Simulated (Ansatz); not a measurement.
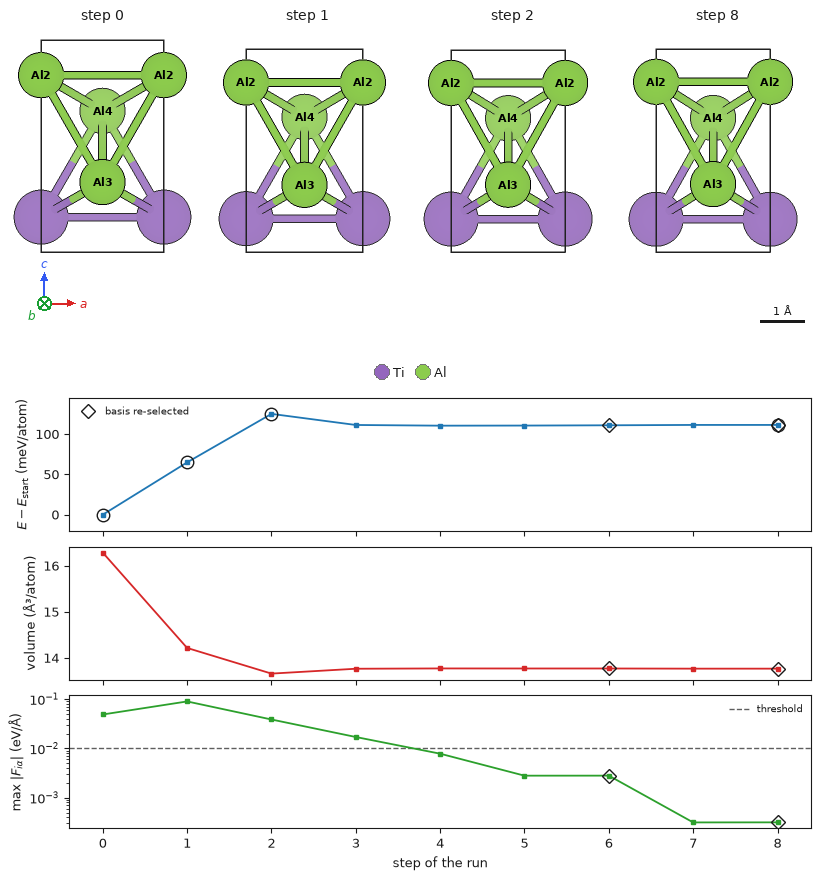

Frames of a relaxation of crystalline TiAl3 (set up in Pmm2), marked on the history of the run. Style: ball-and-stick. Shown: the cell of the calculation, along the b axis.

The run lets cell and atoms move.

Method: Ansatz, Kohn-Sham DFT of a periodic cell, PBEsol, Ansatz PAW.

Input
```yaml
crystal:
  lattice:
    - [2.839677, 0.0, 0.0]
    - [0.0, 4.681264, 0.0]
    - [0.0, 0.0, 4.900742]
  atoms:
    - { symbol: Ti, position: [0.0, 0.5, 0.165916] }
    - { symbol: Al, position: [0.0, 0.0, 0.8359] }
    - { symbol: Al, position: [0.5, 0.0, 0.330912] }
    - { symbol: Al, position: [0.5, 0.5, 0.667271] }
hamiltonian:
  xc: pbesol
  pseudopotentials: { kind: paw }
kpoints:
  mp_grid: { grid: [9, 6, 6] }
scf:
  occupations: { method: fermi_dirac, width: 0.05 }
output:
  forces: true
  stress: true
  eigenvalues: true
relax:
  f_tol: 0.01
  max_steps: 40
  cell: { stress_tol: 0.05, p_target: 20.0 }
```

Launched with:
```bash
ansatz run input.yaml --threads 2 --pin off --max-ram 5632MiB --backend cpu --events-out ev --progress --plain --runs-dir out
```

> What happens along the run?

An Al atom moves most relative to the cell: 0.026 Å along −c. By element the largest moves are Al 0.026 Å, Ti 0.016 Å. The volume changes by −15.5 %, with a 2.840 → 2.635 Å (−7.2 %), b 4.681 → 4.453 Å (−4.9 %), c 4.901 → 4.692 Å (−4.3 %). Among the contacts that change: Al–Al 2.840 → 2.635 Å, Ti–Ti 2.840 → 2.635 Å, Al–Al 2.863 → 2.701 Å, Al–Ti 2.845 → 2.692 Å. The space group stays Pmm2 (No. 25). After 6 accepted moves (8 points after the start) the energy has risen by 111 meV per atom. With the target pressure of 20 GPa, the enthalpy E + pV changes by −203 meV per atom. Largest force component: 0.049 eV/Å at the start, 0.00032 eV/Å at the end. Pressure: −2.41 GPa at the start and 20.00 GPa at the end. At 2 points the geometry stayed and the basis and grid were re-selected for the new cell (energy shift of 0.3 meV per atom at most each time). From step 0 to 1: volume −12.7 %, energy +65.0 meV per atom. From step 1 to 2: volume −3.9 %, energy +60.2 meV per atom. From step 2 to 8: volume +0.8 %, energy −13.7 meV per atom.

```csv
step,"E − E(0), meV/atom","largest force component, eV/Å","pressure, GPa","volume, Å³/atom",note
0,0.00,0.0490,-2.41,16.287,
1,64.96,0.0902,14.66,14.218,
2,125.18,0.0388,21.48,13.661,
3,111.40,0.0171,20.08,13.766,
4,110.54,0.0078,19.98,13.773,
5,110.67,0.0028,20.00,13.772,
6,111.01,0.0028,19.95,13.772,"same geometry, new basis"
7,111.45,0.0003,20.00,13.768,
8,111.46,0.0003,20.00,13.768,"same geometry, new basis"
```
